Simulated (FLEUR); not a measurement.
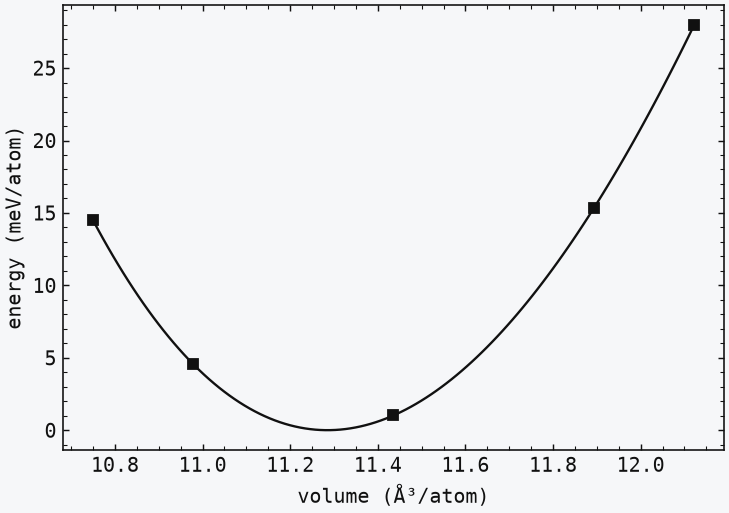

The plot gives the computed energy against volume for Cu, space group P6_3/mmc (No. 194).

Cell as given: a = 2.534 Å, b = 2.534 Å, c = 4.113 Å, α = 90.00°, β = 90.00°, γ = 120.00°; 2 atoms.

How it was computed, with FLEUR MaX-R8.1 (later development tree): all-electron LAPW DFT, no spin polarisation; energies at scaled volumes of the given cell, shape and fractions fixed, counted from the fit's minimum, third-order Birch-Murnaghan fit. Level: SCAN.

- k mesh: 12×12×7
- occupations: Fermi–Dirac
- smearing width: 0.05 eV
- potentials: all electron
- program settings: basis FLAPW, kmax 4.58 1/bohr

Q: Give the fitted equation-of-state parameters.

A: A third-order Birch–Murnaghan fit gives V0 = 11.29 Å³/atom, B0 = 166 GPa and B′ = 4.9.

Limits of the calculation: shape and atomic fractions are frozen while scaling, which makes layered, chain and framework solids too stiff.

The computed values:

| volume (Å³/atom) | energy (meV/atom) |
| --- | --- |
| 10.75 | 14.50 |
| 10.98 | 4.55 |
| 11.44 | 1.03 |
| 11.89 | 15.33 |
| 12.12 | 27.97 |
